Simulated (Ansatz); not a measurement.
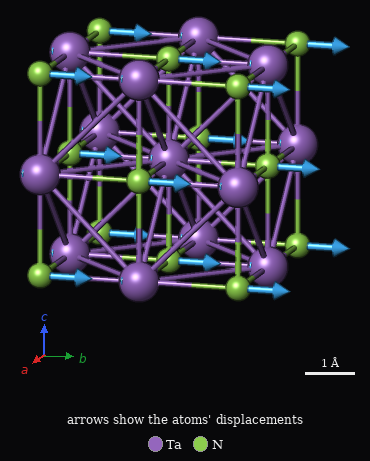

The lowest optical mode of a crystal of TaN relaxed at 20 GPa, space group Fm-3m (No. 225), at the zone centre. The blue arrows give the relative displacements of the atoms. Style: ball-and-stick. Shown: the conventional cell (4 times the calculation's cell), slightly off an axis. Lengths and directions refer to the drawn axes.

Theory: DFT PBEsol, scalar-relativistic, plane waves, PAW in Ansatz 0.2.0.

Input
```yaml
crystal:
  lattice:
    - [0.0, 2.1520124086, 2.1520124086]
    - [2.1520124086, 0.0, 2.1520124086]
    - [2.1520124086, 2.1520124086, 0.0]
  atoms:
    - { symbol: Ta, position: [0.5, 0.5, 0.5] }
    - { symbol: "N", position: [0.0, 0.0, 0.0] }
basis:
  ecutwfc: 420
kpoints:
  mp_grid: { grid: [16, 16, 16] }
hamiltonian:
  xc: pbesol
scf:
  occupations: { method: fermi_dirac, width: 0.15 }
output:
  eigenvalues: true
phonons:
  method: dfpt
  eigenvectors: true
```

Launched with:
```bash
ansatz run input.yaml --threads 1 --pin off --max-ram 3072MiB --backend cpu --events-out ev --progress --plain --runs-dir out
```

The frequencies depend somewhat on the k-mesh and the smearing.

Is this crystal at a minimum with respect to the drawn distortion?

Answer. Yes: this softest mode has a real frequency, and so have all others here. That speaks for this wave vector alone: the rest of the zone wasn't checked in this run. This is the T₁u mode (triply degenerate; one member of the set is drawn) at 14.2 THz, the only optical level, infrared-active by symmetry. The N sublattice moves against the Ta sublattice, along b; it stretches the shortest N–Ta bonds (2.15 Å); the kinetic energy is shared as N 93 %, Ta 7 %. The crystal is a metal, so free carriers screen the infrared response.
